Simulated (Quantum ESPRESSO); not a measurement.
**Run report: Co, workfunction calculation (part 2 of 3)**

Continued. System: Co (slab, 7 atoms in the cell). Method: Kohn-Sham DFT of a periodic cell, PBE, PseudoDojo 0.4.1 SR PBE standard, spin-polarised (Quantum ESPRESSO 7.5); cutoff 1306.15 eV, 12×12×1 k-mesh, fermi-dirac of 0.05 eV, collinear spins. The structure derives from an entry of the Crystallography Open Database.

Geometry of the input (Å; fractional positions):
```
2.5190  -0.0000  0.0000
-1.2595  2.1815  0.0000
0.0000  0.0000  27.2730
Co 0.6667  0.3333  0.2750
Co 0.3333  0.6667  0.3500
Co 0.6667  0.3333  0.4250
Co 0.3333  0.6667  0.5000
Co 0.6667  0.3333  0.5750
Co 0.3333  0.6667  0.6500
Co 0.6667  0.3333  0.7250
```

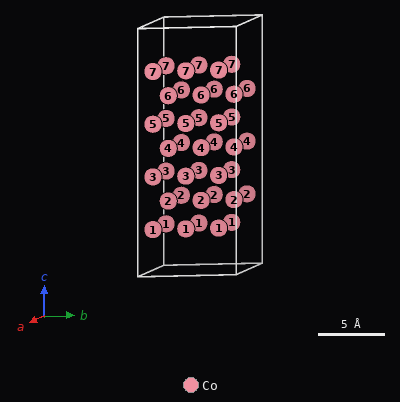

Figure 1. The structure (spheres-only view of the 2 × 3 repeat of the cell, with the vacuum cut short, seen slightly off an axis; atoms are numbered from 1 in the order of the input). An atom can appear more than once, as a periodic image.

### Log, continued
```
   -88.6557 -88.6555 -88.6063 -88.5935 -88.5725 -88.5678 -88.5676 -52.0933
   -52.0839 -52.0076 -51.9555 -51.9184 -51.8671 -51.8477 -51.8477 -51.8475
   -51.8475 -51.8062 -51.8062 -51.8029 -51.7961 -51.7961 -51.7757 -51.7757
   -51.7332 -51.7332 -51.7332 -51.7332  -1.2404  -0.7590   0.0314   0.9701
     1.7837   2.1809   2.2898   4.4357   4.4443   4.5382   4.6496   4.6496
     4.6567   4.6663   4.6663   4.7042   4.7042   4.7575   4.7575   4.8143
     4.8857   4.8857   4.9713   4.9713   5.0236   5.0236   5.4390   5.4390
     5.6141   5.6141   5.7863   5.8609   5.8609   6.0876   6.0876   6.2322
     6.2322   6.3162   6.3162   6.3864   6.3864   7.0273   7.4380  11.9278
    12.2195  13.1217  14.4390  14.5228  16.6133  16.7413  19.3152

          k = 0.0000 0.1617 0.0000 ( 16167 PWs)   bands (ev):

   -88.6534 -88.6532 -88.6039 -88.5915 -88.5709 -88.5659 -88.5658 -52.0881
   -52.0796 -52.0053 -51.9564 -51.9206 -51.8714 -51.8604 -51.8588 -51.8515
   -51.8513 -51.8191 -51.8140 -51.8102 -51.7994 -51.7991 -51.7882 -51.7784
   -51.7469 -51.7468 -51.7366 -51.7366  -1.0048  -0.5293   0.2516   1.1789
     1.9798   2.3533   2.4396   4.3138   4.3893   4.4653   4.5054   4.5232
     4.6114   4.6245   4.7257   4.7401   4.7527   4.8032   4.8163   4.8457
     4.8546   4.9604   4.9748   4.9754   5.0580   5.1192   5.2731   5.3919
     5.4417   5.5494   5.5835   5.7776   5.8379   5.8743   6.0409   6.0749
     6.2333   6.3297   6.3482   6.4093   6.8530   7.7005   8.2245  12.1363
    12.4362  13.2989  14.5784  14.7138  16.8142  16.9131  19.5204

          k = 0.0000 0.3234 0.0000 ( 16133 PWs)   bands (ev):

   -88.6472 -88.6471 -88.5973 -88.5863 -88.5668 -88.5607 -88.5607 -52.0736
   -52.0680 -52.0007 -51.9631 -51.9304 -51.8940 -51.8920 -51.8804 -51.8619
   -51.8616 -51.8525 -51.8448 -51.8209 -51.8184 -51.8083 -51.8057 -51.7859
   -51.7833 -51.7827 -51.7457 -51.7457  -0.3247   0.1270   0.8673   1.7406
     2.4922   2.7956   2.8139   4.0178   4.0715   4.2691   4.2736   4.3202
     4.3656   4.4873   4.5780   4.6870   4.7277   4.8983   4.9564   4.9644
     4.9702   5.0052   5.0477   5.0584   5.1935   5.2094   5.2229   5.3183
     5.3828   5.4187   5.5667   5.5726   5.8064   5.8253   6.0517   6.2037
     6.2350   6.3578   6.4580   6.7870   7.6867   8.8064   9.5951  12.7480
    13.0856  13.8138  15.0488  15.2859  17.4148  17.4413  20.1279

          k = 0.0000 0.4851 0.0000 ( 16113 PWs)   bands (ev):

   -88.6387 -88.6387 -88.5879 -88.5793 -88.5615 -88.5536 -88.5536 -52.0538
   -52.0527 -52.0044 -51.9885 -51.9576 -51.9279 -51.9200 -51.9132 -51.8911
   -51.8790 -51.8761 -51.8756 -51.8488 -51.8353 -51.8335 -51.8272 -51.8205
   -51.8117 -51.7964 -51.7582 -51.7581   0.6956   1.0780   1.6883   2.3703
     2.9560   3.1215   3.1825   3.7059   3.7341   3.9113   4.0845   4.1374
     4.1550   4.4684   4.5143   4.6058   4.7333   4.9046   4.9223   4.9593
     4.9773   5.0265   5.1079   5.1772   5.3454   5.4989   5.5543   5.6110
     5.6420   5.7306   5.7661   5.8243   5.8952   5.9702   6.0765   6.2538
     6.3900   6.5044   6.5151   7.4020   8.6477  10.0689  11.1883  13.7056
    14.1634  14.6595  15.9470  16.2269  18.3119  18.3822  19.7012

          k = 0.0000 0.6469 0.0000 ( 16073 PWs)   bands (ev):

   -88.6302 -88.6302 -88.5782 -88.5722 -88.5567 -88.5465 -88.5465 -52.0423
   -52.0420 -52.0295 -52.0280 -51.9881 -51.9679 -51.9501 -51.9286 -51.9161
   -51.9071 -51.8902 -51.8896 -51.8832 -51.8706 -51.8495 -51.8490 -51.8326
   -51.8251 -51.8071 -51.7706 -51.7706   1.7706   1.9695   2.2851   2.6278
     2.9353   3.0753   3.1187   3.3996   3.5590   3.7478   3.8745   3.9481
     4.0938   4.6546   4.6971   4.8040   4.8485   4.8519   4.9407   5.1146
     5.2078   5.2896   5.5161   5.5318   5.6611   5.7939   6.0243   6.0279
     6.0978   6.1144   6.1437   6.2025   6.2286   6.2538   6.2836   6.3603
     6.4549   6.5431   7.0549   8.2573   9.7549  11.4084  12.9462  14.6885
    15.5893  15.7870  16.6120  16.6781  17.3293  17.5287  17.6910

          k = 0.0000 0.8086 0.0000 ( 16025 PWs)   bands (ev):

   -88.6240 -88.6240 -88.5706 -88.5671 -88.5536 -88.5413 -88.5413 -52.0674
   -52.0658 -52.0444 -52.0408 -51.9978 -51.9961 -51.9748 -51.9341 -51.9327
   -51.9210 -51.9036 -51.9005 -51.8998 -51.8864 -51.8597 -51.8565 -51.8416
   -51.8379 -51.8151 -51.7797 -51.7797   2.3450   2.3544   2.4828   2.6429
     2.7896   2.9104   2.9712   3.2882   3.4659   3.6385   3.7195   3.7773
     4.0554   4.5935   4.6911   4.8564   4.9690   5.0962   5.1149   5.1727
     5.5334   5.5493   5.7255   5.9021   6.1545   6.2051   6.3220   6.4244
     6.4269   6.4763   6.5011   6.5617   6.5651   6.6114   6.6228   7.0855
     7.2052   7.3171   8.1388   9.3245  10.6305  11.7531  14.0741  14.0801
    14.9077  14.9983  15.5719  16.3111  16.9155  17.1477  17.7359

          k = 0.0000-0.9703 0.0000 ( 16044 PWs)   bands (ev):

   -88.6217 -88.6217 -88.5676 -88.5652 -88.5527 -88.5394 -88.5394 -52.0798
   -52.0788 -52.0508 -52.0496 -52.0088 -51.9953 -51.9815 -51.9397 -51.9380
   -51.9204 -51.9092 -51.9043 -51.9035 -51.8893 -51.8635 -51.8587 -51.8448
   -51.8441 -51.8180 -51.7830 -51.7830   2.3887   2.4039   2.5685   2.6328
     2.7127   2.8272   2.9561   3.2617   3.4390   3.6283   3.6625   3.6984
     4.0417   4.5616   4.6506   4.8243   5.0845   5.1545   5.2068   5.2334
     5.5490   5.6881   5.8758   5.9198   6.2350   6.3344   6.4490   6.4840
     6.5508   6.5843   6.6141   6.6464   6.6838   6.7167   6.7181   8.2626
     8.3384   8.4968   9.0014   9.6655  10.1334  10.3866  13.7968  13.8401
    14.5458  14.7974  15.3346  15.7731  16.4283  16.5400  18.4588

          k = 0.1400 0.2426 0.0000 ( 16121 PWs)   bands (ev):

   -88.6492 -88.6490 -88.5994 -88.5880 -88.5681 -88.5624 -88.5623 -52.0782
   -52.0717 -52.0017 -51.9600 -51.9264 -51.8851 -51.8819 -51.8740 -51.8602
   -51.8597 -51.8402 -51.8343 -51.8219 -51.8072 -51.8052 -51.8023 -51.7851
   -51.7711 -51.7708 -51.7435 -51.7435  -0.5460  -0.0850   0.6717   1.5682
     2.3405   2.6673   2.7076   4.1264   4.1388   4.3205   4.3599   4.3779
     4.4499   4.5026   4.6423   4.7007   4.7865   4.8822   4.9093   4.9280
     4.9403   4.9435   5.0001   5.0320   5.1324   5.1367   5.3027   5.3170
     5.3724   5.4154   5.5748   5.5932   5.7811   5.8323   6.0591   6.0952
     6.2655   6.3489   6.4380   6.6542   7.4537   8.4940   9.2038  12.5468
    12.8694  13.6447  14.8850  15.0958  17.2156  17.2646  19.9281

          k = 0.1400 0.4043 0.0000 ( 16127 PWs)   bands (ev):

   -88.6418 -88.6418 -88.5914 -88.5819 -88.5634 -88.5562 -88.5562 -52.0609
   -52.0580 -52.0000 -51.9754 -51.9452 -51.9127 -51.9105 -51.8996 -51.8830
   -51.8766 -51.8667 -51.8627 -51.8439 -51.8254 -51.8218 -51.8141 -51.8098
   -51.8047 -51.7965 -51.7562 -51.7562   0.3137   0.7318   1.4108   2.1975
     2.8868   3.0955   3.1415   3.7932   3.8963   4.0058   4.0845   4.1659
     4.2052   4.4015   4.4937   4.5862   4.6106   4.7725   4.7973   4.8706
     4.9398   5.0909   5.1205   5.2054   5.2778   5.3140   5.3990   5.5434
     5.5531   5.6325   5.6970   5.7713   5.8729   5.8934   6.0865   6.1881
     6.3893   6.4450   6.4787   7.1825   8.3071   9.6176  10.6102  13.3368
    13.7352  14.3246  15.5838  15.8588  17.9847  18.0115  20.7158

          k = 0.1400 0.5660 0.0000 ( 16106 PWs)   bands (ev):

   -88.6333 -88.6333 -88.5818 -88.5748 -88.5584 -88.5491 -88.5491 -52.0438
   -52.0425 -52.0147 -52.0096 -51.9755 -51.9480 -51.9340 -51.9273 -51.9113
   -51.8982 -51.8855 -51.8845 -51.8670 -51.8565 -51.8526 -51.8366 -51.8333
   -51.8179 -51.8087 -51.7707 -51.7707   1.4027   1.7026   2.1651   2.6518
     3.0766   3.2218   3.3116   3.5032   3.6535   3.8838   3.9720   4.0235
     4.0591   4.5043   4.5076   4.6058   4.6282   4.7844   4.8483   4.9627
     4.9864   5.0787   5.0798   5.2297   5.4578   5.6144   5.6287   5.7764
     5.8957   5.9853   6.0879   6.0908   6.1982   6.2689   6.3069   6.3342
     6.5433   6.5459   6.9225   7.9560   9.3567  10.9218  12.2561  14.4063
    15.0206  15.3717  16.7027  16.9392  18.1792  18.4064  18.8794

          k = 0.1400 0.7277 0.0000 ( 16054 PWs)   bands (ev):

   -88.6260 -88.6260 -88.5730 -88.5687 -88.5545 -88.5429 -88.5429 -52.0512
   -52.0488 -52.0373 -52.0319 -51.9931 -51.9841 -51.9634 -51.9320 -51.9277
   -51.9172 -51.9022 -51.8989 -51.8938 -51.8821 -51.8667 -51.8493 -51.8471
   -51.8296 -51.8188 -51.7833 -51.7833   2.2877   2.3501   2.5217   2.7416
     2.9526   3.0872   3.0878   3.3446   3.5483   3.7371   3.8385   3.8783
     4.0365   4.5261   4.6487   4.7574   4.8425   4.8932   5.0270   5.1241
     5.1567   5.3953   5.4907   5.5658   5.7261   5.8237   6.0332   6.0510
     6.1052   6.2452   6.3752   6.3904   6.4492   6.5115   6.5257   7.0475
     7.0513   7.2492   7.9165   9.0751  10.5399  12.1350  14.0173  14.5379
    15.3676  15.9752  16.3922  16.6893  16.9892  17.1049  17.8068

          k = 0.1400 0.8894 0.0000 ( 15997 PWs)   bands (ev):

   -88.6217 -88.6217 -88.5676 -88.5652 -88.5527 -88.5394 -88.5394 -52.0722
   -52.0713 -52.0449 -52.0437 -52.0031 -51.9923 -51.9771 -51.9374 -51.9361
   -51.9253 -51.9142 -51.9049 -51.9048 -51.8889 -51.8734 -51.8568 -51.8552
   -51.8379 -51.8246 -51.7905 -51.7905   2.4842   2.4976   2.6540   2.7333
     2.8357   2.9322   3.0539   3.3239   3.4970   3.6862   3.7394   3.7555
     4.0372   4.5100   4.6490   4.6830   4.9349   4.9916   5.1850   5.2612
     5.3406   5.6569   5.6708   5.8385   6.0551   6.1396   6.2058   6.3049
     6.3518   6.4528   6.5112   6.5276   6.5843   6.6132   6.6345   8.3156
     8.3219   8.5930   9.2093  10.0136  10.7207  11.1201  13.9663  14.0166
    14.7185  14.9850  15.5430  15.9954  16.4844  17.1450  18.4606

          k = 0.2801 0.4851 0.0000 ( 16087 PWs)   bands (ev):

   -88.6345 -88.6344 -88.5831 -88.5757 -88.5590 -88.5501 -88.5500 -52.0448
   -52.0442 -52.0073 -51.9999 -51.9695 -51.9340 -51.9306 -51.9247 -51.9128
   -51.8992 -51.8812 -51.8802 -51.8652 -51.8498 -51.8493 -51.8346 -51.8292
   -51.8151 -51.8147 -51.7742 -51.7742   1.2716   1.6080   2.1345   2.6994
     3.1936   3.3950   3.5362   3.5529   3.7696   3.8220   3.8937   4.0372
     4.0629   4.3703   4.4072   4.4286   4.4667   4.5986   4.6418   4.7876
     4.7976   5.0895   5.1260   5.2034   5.4132   5.4489   5.5352   5.6960
     5.8095   5.9705   6.0814   6.0987   6.2295   6.2936   6.3092   6.3313
     6.5545   6.6087   6.9333   7.8896   9.2403  10.7575  12.0222  14.2673
    14.8178  15.2208  16.5547  16.8123  18.8878  18.9789  19.8949

          k = 0.2801 0.6469 0.0000 ( 16049 PWs)   bands (ev):

   -88.6271 -88.6271 -88.5745 -88.5696 -88.5551 -88.5439 -88.5439 -52.0367
   -52.0352 -52.0280 -52.0239 -51.9864 -51.9701 -51.9499 -51.9371 -51.9336
   -51.9105 -51.8999 -51.8993 -51.8830 -51.8777 -51.8765 -51.8533 -51.8444
   -51.8296 -51.8255 -51.7939 -51.7938   2.2856   2.4419   2.6820   2.9186
     3.1236   3.2795   3.3768   3.5161   3.7538   3.7934   3.8755   4.0263
     4.0604   4.3935   4.4136   4.5381   4.5484   4.6683   4.8034   4.8934
     4.9029   4.9845   5.0300   5.1572   5.3960   5.6828   5.7013   5.7541
     5.9269   6.1513   6.3462   6.3894   6.4028   6.5286   6.5548   7.1054
     7.1977   7.4272   7.9856   9.0484  10.4915  12.1237  13.7047  15.3217
    16.2671  16.4274  17.0559  17.1028  17.8137  18.0474  18.2007

          k = 0.2801 0.8086 0.0000 ( 16016 PWs)   bands (ev):

   -88.6217 -88.6217 -88.5676 -88.5652 -88.5526 -88.5394 -88.5394 -52.0536
   -52.0531 -52.0317 -52.0317 -51.9921 -51.9855 -51.9659 -51.9475 -51.9421
   -51.9230 -51.9178 -51.9032 -51.9031 -51.8947 -51.8869 -51.8675 -51.8579
   -51.8367 -51.8353 -51.8086 -51.8086   2.7461   2.7509   2.8911   2.9698
     3.1515   3.1926   3.2280   3.4094   3.6457   3.8269   3.8538   3.9228
     4.0531   4.3783   4.3852   4.5577   4.7631   4.7767   4.9029   4.9713
     5.1622   5.2955   5.3311   5.3637   5.5249   5.7249   5.9860   6.0021
     6.0595   6.2192   6.3669   6.4100   6.5606   6.6314   6.6409   8.2913
     8.4480   8.8302   9.5057  10.4948  11.6608  12.5987  14.5082  14.5683
    15.2489  15.5786  16.0570  16.7986  17.3762  17.7801  18.0845

          k = 0.2801 0.9703 0.0000 ( 16004 PWs)   bands (ev):

   -88.6197 -88.6197 -88.5650 -88.5635 -88.5519 -88.5377 -88.5377 -52.0619
   -52.0616 -52.0358 -52.0347 -51.9971 -51.9834 -51.9725 -51.9488 -51.9424
   -51.9316 -51.9261 -51.9110 -51.9053 -51.8946 -51.8904 -51.8742 -51.8629
   -51.8397 -51.8388 -51.8141 -51.8140   2.7550   2.7581   2.9487   2.9501
     3.0846   3.1542   3.2975   3.4616   3.6285   3.7966   3.8461   3.8779
     4.0645   4.3604   4.4095   4.4781   4.7160   4.8329   4.9298   5.0922
     5.2522   5.4074   5.5296   5.5679   5.6011   5.8197   6.0697   6.1600
     6.1641   6.3640   6.3985   6.4212   6.5199   6.5769   6.5899   9.5957
     9.7938  10.1542  10.5758  10.8936  11.0206  11.0397  14.1312  14.2361
    14.8413  15.2310  15.7657  16.3558  16.9625  17.3385  17.7508

          k = 0.4201 0.7277 0.0000 ( 16035 PWs)   bands (ev):

   -88.6217 -88.6217 -88.5676 -88.5652 -88.5526 -88.5394 -88.5394 -52.0410
   -52.0406 -52.0263 -52.0245 -51.9876 -51.9816 -51.9576 -51.9575 -51.9513
   -51.9184 -51.9164 -51.9083 -51.9017 -51.8962 -51.8891 -51.8685 -51.8645
   -51.8403 -51.8347 -51.8206 -51.8204   3.0242   3.0254   3.0613   3.1045
     3.1355   3.1702   3.5431   3.6052   3.6150   3.8109   3.8260   4.0741
     4.1041   4.2806   4.3618   4.5181   4.5217   4.6758   4.8150   4.8209
     4.8894   4.9102   5.1169   5.1530   5.3261   5.6252   5.8501   5.8633
     5.9375   6.1623   6.3256   6.4037   6.5666   6.6421   6.6489   8.3105
     8.5051   8.9171   9.6133  10.6571  12.0007  13.4820  15.3682  15.5223
    15.6619  15.9696  16.5028  16.6824  17.1092  17.4891  17.5491

          k = 0.4201 0.8894 0.0000 ( 15986 PWs)   bands (ev):

   -88.6186 -88.6186 -88.5634 -88.5626 -88.5516 -88.5367 -88.5367 -52.0432
   -52.0422 -52.0247 -52.0196 -51.9929 -51.9826 -51.9722 -51.9642 -51.9519
   -51.9295 -51.9293 -51.9186 -51.9183 -51.8934 -51.8931 -51.8806 -51.8753
   -51.8441 -51.8440 -51.8385 -51.8383   3.0836   3.0864   3.1639   3.2740
     3.3935   3.4494   3.4769   3.5438   3.7390   3.7932   3.8097   3.9911
     4.0199   4.3176   4.3186   4.4376   4.5355   4.6186   4.7547   4.7685
     5.0330   5.0350   5.2794   5.3061   5.4117   5.6354   5.9491   6.0056
     6.0242   6.2306   6.2920   6.3648   6.4923   6.5510   6.5566  10.0056
    10.2993  10.8025  11.4607  12.1456  12.4749  12.4934  14.5469  14.6018
    14.7874  15.1049  15.7233  15.8947  16.4734  17.0396  17.1958

          k = 0.5602 0.9703 0.0000 ( 15942 PWs)   bands (ev):

   -88.6175 -88.6175 -88.5617 -88.5617 -88.5513 -88.5358 -88.5358 -52.0293
   -52.0262 -52.0187 -52.0105 -52.0046 -52.0029 -51.9695 -51.9625 -51.9538
   -51.9380 -51.9324 -51.9261 -51.9253 -51.9067 -51.8767 -51.8766 -51.8749
   -51.8673 -51.8625 -51.8441 -51.8431   3.1676   3.3052   3.4896   3.5088
     3.5182   3.5299   3.5320   3.5542   3.7028   3.7658   3.7779   3.8309
     3.8310   4.4131   4.4472   4.4494   4.4898   4.5054   4.7475   4.7476
     4.8077   4.8088   5.3189   5.3514   5.3804   5.6019   5.9355   5.9941
     5.9951   6.2616   6.3416   6.3494   6.3905   6.4251   6.4501  11.8525
    12.3993  12.4501  12.4747  12.5632  12.6637  12.7521  13.2016  13.2306
    13.2474  14.2978  15.5070  16.0571  16.1722  16.8468  16.9205

 ------ SPIN DOWN ----------

          k = 0.0000 0.0000 0.0000 ( 16211 PWs)   bands (ev):

   -86.7832 -86.7813 -86.7622 -86.7485 -86.7305 -86.6584 -86.6584 -50.1203
   -50.0874 -50.0185 -49.9390 -49.8673 -49.8660 -49.8660 -49.8639 -49.8639
   -49.8481 -49.8481 -49.8375 -49.8375 -49.8292 -49.8210 -49.8210 -49.8186
   -49.7449 -49.7449 -49.7449 -49.7449  -1.3064  -0.8150  -0.0037   1.0118
     2.0700   2.8645   3.2310   5.9745   6.0019   6.2153   6.2639   6.4402
     6.4539   6.4539   6.4759   6.4759   6.4944   6.5201   6.5201   6.5955
     6.5955   6.7208   6.7208   6.8072   6.8072   6.8685   6.8685   7.2650
     7.4242   7.4275   7.4275   7.6603   7.6603   7.9213   7.9213   8.1472
     8.1472   8.3186   8.3186   8.4181   8.4181   8.4621   8.4621  11.9376
    12.2339  13.3010  14.6855  15.0911  16.7716  17.1416  19.4501

          k = 0.0000 0.1617 0.0000 ( 16167 PWs)   bands (ev):

   -86.7806 -86.7788 -86.7599 -86.7466 -86.7289 -86.6563 -86.6563 -50.1142
   -50.0832 -50.0176 -49.9424 -49.8838 -49.8799 -49.8706 -49.8703 -49.8682
   -49.8615 -49.8520 -49.8432 -49.8408 -49.8399 -49.8242 -49.8238 -49.8204
   -49.7595 -49.7594 -49.7485 -49.7485  -1.0696  -0.5833   0.2199   1.2259
     2.2755   3.0600   3.4064   5.8179   5.8835   6.1039   6.1640   6.2615
     6.2765   6.3979   6.4404   6.5496   6.5541   6.5737   6.5806   6.6305
     6.6947   6.6968   6.7811   6.7892   6.8201   6.9023   6.9732   7.0530
     7.0871   7.3692   7.4033   7.6197   7.6653   7.8918   7.9662   8.1314
     8.2591   8.3192   8.4350   8.4912   8.5545   8.8858   9.1718  12.1543
    12.4549  13.4959  14.8778  15.1832  16.9671  17.2910  19.6517

          k = 0.0000 0.3234 0.0000 ( 16133 PWs)   bands (ev):

   -86.7733 -86.7720 -86.7535 -86.7416 -86.7249 -86.6507 -86.6507 -50.0972
   -50.0725 -50.0180 -49.9599 -49.9246 -49.9171 -49.8988 -49.8959 -49.8829
   -49.8798 -49.8702 -49.8626 -49.8497 -49.8496 -49.8316 -49.8276 -49.8261
   -49.7978 -49.7973 -49.7582 -49.7582  -0.3804   0.0877   0.8605   1.8271
     2.8380   3.5873   3.8675   5.4843   5.4922   5.7447   5.9438   5.9678
     6.0293   6.2033   6.2080   6.3885   6.4094   6.6142   6.6475   6.7572
     6.8054   6.8120   6.8832   6.9227   6.9322   7.0670   7.0935   7.0969
     7.2627   7.3493   7.3861   7.5833   7.7182   7.8470   8.0949   8.1008
     8.3177   8.4678   8.5364   8.5512   9.1092   9.8204  10.4286  12.7930
    13.1154  14.0538  15.4496  15.5096  17.5556  17.7588  20.2504

          k = 0.0000 0.4851 0.0000 ( 16113 PWs)   bands (ev):
```
